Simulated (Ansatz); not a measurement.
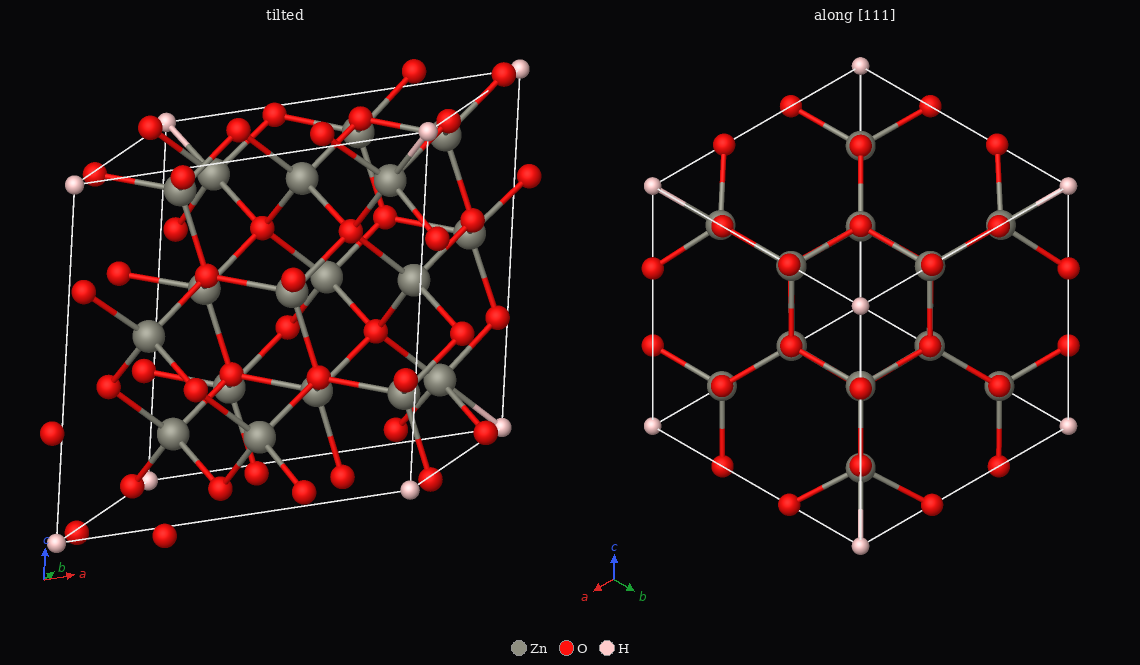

This ball-and-stick model is shown slightly off an axis and along [111]. Atoms at the boundary of the simulation cell (the box) are drawn once for each face, edge or corner they touch. Some neighbours outside the box are added. Cell: a = 7.764 Å, b = 7.764 Å, c = 7.764 Å, α = 78.63°, β = 78.63°, γ = 78.63°.

The material is Zn₁₈HO₁₈. Atoms per cell: 37 (18 Zn, 1 H, 18 O). The O atoms are each bonded to four Zn in a tetrahedral arrangement at about 2.0 Å. The neighbours of H are three Zn in a trigonal pyramidal arrangement at about 1.9 Å. The bonds build a three-dimensional framework.

The structure comes from a structure listed in the Materials Project, repeated into a supercell with a point defect put in. The atoms were relaxed in a fixed cell with Ansatz 0.2.0, DFT PBE, scalar-relativistic, plane waves, PAW.
